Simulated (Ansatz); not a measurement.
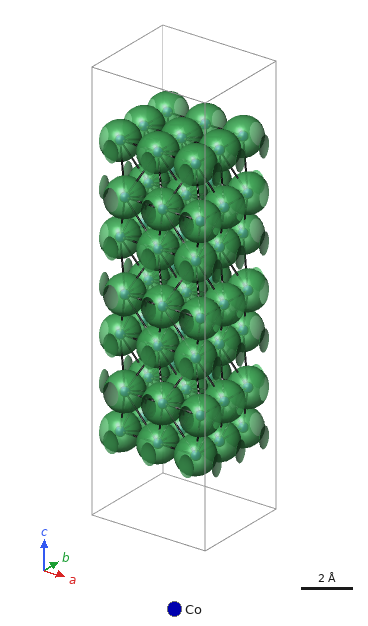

Figure. Co (slab). Isosurface of the valence electron density at 0.8 e/Å³ (green), seen slightly off an axis. Sticks mark near contacts.

Changed on purpose from its base cell (repeats removed: -1); not relaxed (largest force 0.5 eV/Å); spin-polarised.

These are results of DFT PBEsol, scalar-relativistic, plane waves, PAW (Ansatz), not measurements.

Core electrons are frozen (PAW), and the valence fields are smoothed inside the atomic spheres.

Input file:

```
crystal:
  lattice:
    - [2.4564222521, 0.0, 0.0]
    - [-1.228211126, 2.1273240727, 0.0]
    - [0.0, 0.0, 26.9082406925]
  atoms:
    - { symbol: Co, position: [0.3333333333, 0.6666666667, 0.2787250228], spin: 1.8 }
    - { symbol: Co, position: [0.6666666667, 0.3333333333, 0.3524833485], spin: 1.8 }
    - { symbol: Co, position: [0.3333333333, 0.6666666667, 0.4262416743], spin: 1.8 }
    - { symbol: Co, position: [0.6666666667, 0.3333333333, 0.5], spin: 1.8 }
    - { symbol: Co, position: [0.3333333333, 0.6666666667, 0.5737583257], spin: 1.8 }
    - { symbol: Co, position: [0.6666666667, 0.3333333333, 0.6475166515], spin: 1.8 }
    - { symbol: Co, position: [0.3333333333, 0.6666666667, 0.7212749772], spin: 1.8 }
basis:
  ecutwfc: 420
kpoints:
  mp_grid: { grid: [15, 15, 1] }
hamiltonian:
  xc: pbesol
scf:
  occupations: { method: gaussian, width: 0.1 }
output:
  forces: true
  stress: true
  eigenvalues: true
  populations: true
  write_density: true
  write_potential: true
  elf: true
  volumetric_format: npy
magnetization:
  spin_polarized: true
efield:
  axis: 3
  dipole_correction: true
  ramp_width: 0.04
```

Launched as:

```sh
ansatz run input.yaml --threads 1 --pin off --max-ram 2560MiB --backend cpu --events-out ev --progress --plain --runs-dir out
```

Which contacts does the surface bridge?

Answer. At this value the density breaks into separate islands; it holds about 80 % of the electrons treated as valence (semicore included). It bridges none of the near contacts. It is pinched off along the shortest Co–Co (2.44 Å) contacts. On the grid the lowest density along these lines, outside the cores, is 0.37 e/Å³ (Co–Co, 2.44 Å).
